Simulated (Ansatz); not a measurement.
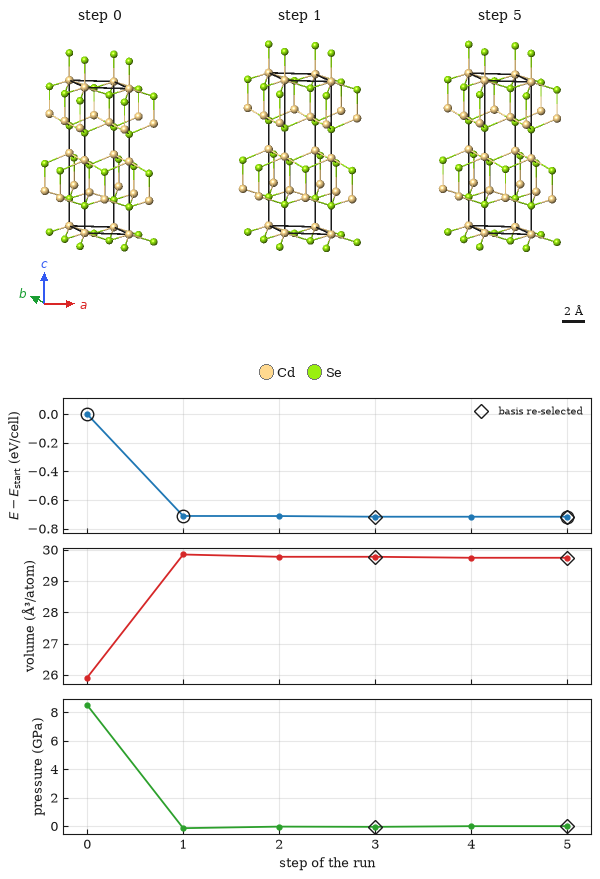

Frames of a relaxation of crystalline CdSe (built on the 4H polytype type), marked on the history of the run. A ball-and-stick model of the cell of the calculation, seen slightly off an axis.

Theory: Ansatz 0.2.0, DFT, PBE, plane waves, PAW. Settings: plane-wave cutoff 420 eV; k-point mesh 6 × 6 × 2; occupations fermi dirac; smearing width 0.02 eV; no spin polarisation; cell and atoms relaxed; force threshold 0.005 eV/Å.

Describe the path.

Over 3 accepted moves (5 points after the start) the energy falls by 0.716 eV per cell of the calculation. The largest force component goes from 0.024 to 0.00087 eV/Å. The pressure goes from 8.51 to 0.00 GPa. At 2 points the geometry stayed and the basis and grid were re-selected for the new cell (energy shift of 4.7 meV per cell of the calculation at most each time). The atoms keep their places relative to the cell (all moves are under 0.005 Å). The drawn cell changes as follows: a = b 4.185 → 4.383 Å (+4.7 %), c 13.667 → 14.305 Å (+4.7 %); the volume changes by +14.8 %. Among the contacts that change: Cd–Se 2.563 → 2.686 Å. The space group stays P6_3mc (No. 186). From step 0 to 1: volume +15.2 %, energy −0.711 eV per cell of the calculation. From step 1 to 5: volume −0.4 %, energy −5.2 meV per cell of the calculation.

```json
{"step": "0", "E − E(0), meV/atom": "0.00", "largest force component, eV/Å": "0.0243", "pressure, GPa": "8.51", "volume, Å³/atom": "25.909", "note": ""}
{"step": "1", "E − E(0), meV/atom": "-88.87", "largest force component, eV/Å": "0.0133", "pressure, GPa": "-0.14", "volume, Å³/atom": "29.850", "note": ""}
{"step": "2", "E − E(0), meV/atom": "-88.93", "largest force component, eV/Å": "0.0041", "pressure, GPa": "-0.03", "volume, Å³/atom": "29.777", "note": ""}
{"step": "3", "E − E(0), meV/atom": "-89.51", "largest force component, eV/Å": "0.0041", "pressure, GPa": "-0.05", "volume, Å³/atom": "29.777", "note": "same geometry, new basis"}
{"step": "4", "E − E(0), meV/atom": "-89.52", "largest force component, eV/Å": "0.0009", "pressure, GPa": "0.00", "volume, Å³/atom": "29.745", "note": ""}
{"step": "5", "E − E(0), meV/atom": "-89.52", "largest force component, eV/Å": "0.0009", "pressure, GPa": "0.00", "volume, Å³/atom": "29.745", "note": "same geometry, new basis"}
```
